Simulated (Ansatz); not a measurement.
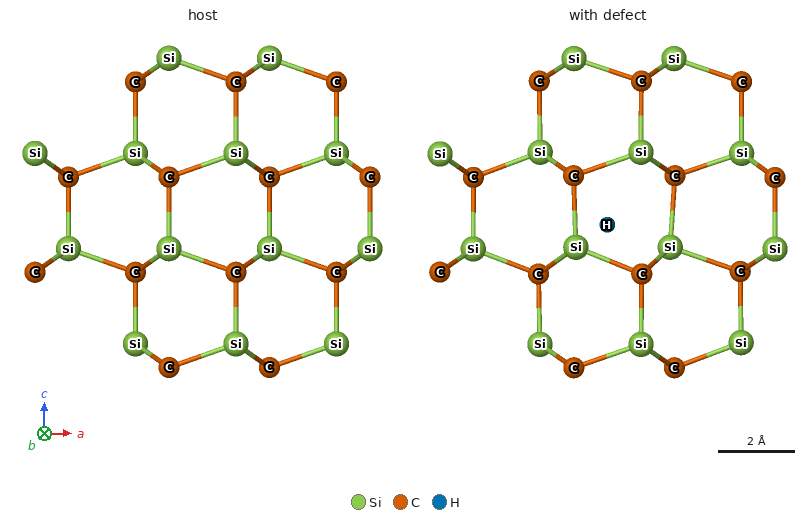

Left: perfect SiC. Right: the same region with one point defect, after relaxing the atoms in a supercell of 36 sites. Style: ball-and-stick. Shown: the atoms within 5.4 Å of one point, in a slice 4.2 Å thick across the line of sight, along the b axis.

Method: DFT PBE, scalar-relativistic, plane waves, PAW in Ansatz 0.2.0. Settings: plane-wave cutoff 420 eV; k-point mesh 2 × 2 × 2; occupations gaussian; smearing width 0.01 eV; mesh shifted by (0.5, 0.5, 0.5); no spin polarisation. The cell is small and the k-mesh coarse, so the numbers are rough. A uniform background neutralises the charged cell. The axes drawn are those of the host's conventional cell.

### What kind of defect was made?

An extra hydrogen atom is put between the host's atoms (an interstitial).

The charge state of the cell is −1.

### What does the relaxation do around it?

The H atom starts with 3 C at 1.98 Å, 6 Si at 2.08 to 2.32 Å around its place and ends with 3 Si at 1.78 Å. Of the host's atoms, a silicon atom moves furthest from its site, by 0.12 Å. The H atom itself moves 0.10 Å from where it was put.
